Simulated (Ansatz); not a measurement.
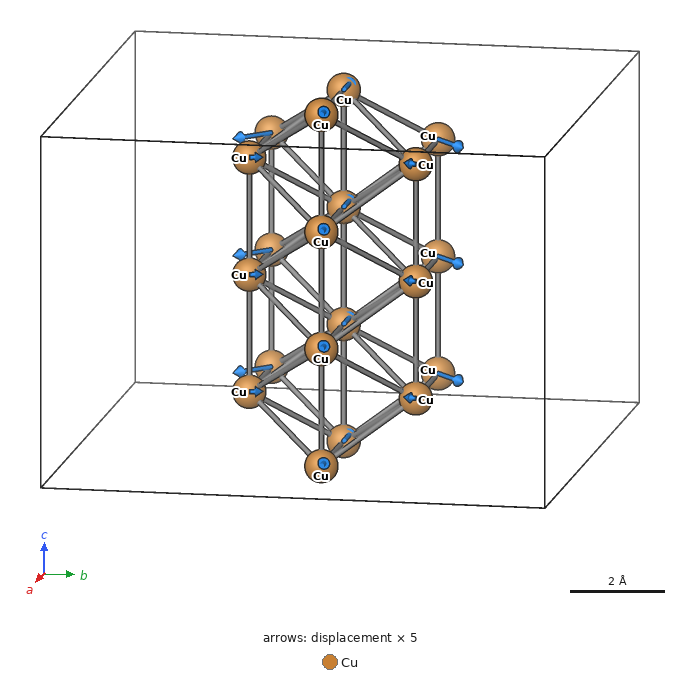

A relaxation of a wire of composition Cu. The starting structure is drawn; blue arrows show the displacements (the part carried along by the change of the cell is left out), magnified 5 times.

Style: ball-and-stick. Shown: the 3 repeat of the cell, with the vacuum cut short, slightly off an axis.

Case: wire along [1 1 0], 6 atoms a period.

Theory: DFT PBE, scalar-relativistic, plane waves, PAW (Ansatz). Set-up: plane-wave cutoff 420 eV; k-point mesh 1 × 1 × 21; occupations gaussian; smearing width 0.05 eV; no spin polarisation; cell relaxed at fixed a, b, alpha, beta, gamma; force threshold 0.02 eV/Å; at most 45 steps.

Q: What did the optimiser do to the structure, and how much energy did it gain?

A: The energy falls by 0.309 eV per cell of the calculation in 5 accepted moves (6 points after the start). The largest force component goes from 0.56 to 0.01 eV/Å. The SCF was repeated once at an unchanged geometry on a basis and grid sized afresh for the cell, which shifted the energy by 3.8 meV per cell of the calculation at most. The largest moves relative to the layer's centre, 0.21 Å, are those of Cu atoms. Along the periodic axis the drawn cell goes c 7.700 → 7.326 Å (−4.9 %). Among the contacts that change: Cu–Cu 2.567 → 2.394 Å, Cu–Cu 2.567 → 2.442 Å, Cu–Cu 2.567 → 2.641 Å, Cu–Cu 2.567 → 2.493 Å. Among the angles between lasting bonds that change: Cu–Cu–Cu 60.0° → 63.6°. Cost: 120 s on 4 threads of Arm Neoverse V2 (shared host), peak memory 1 GiB.

Limits of the set-up: the k-point mesh is coarse for a cell with partly filled bands.
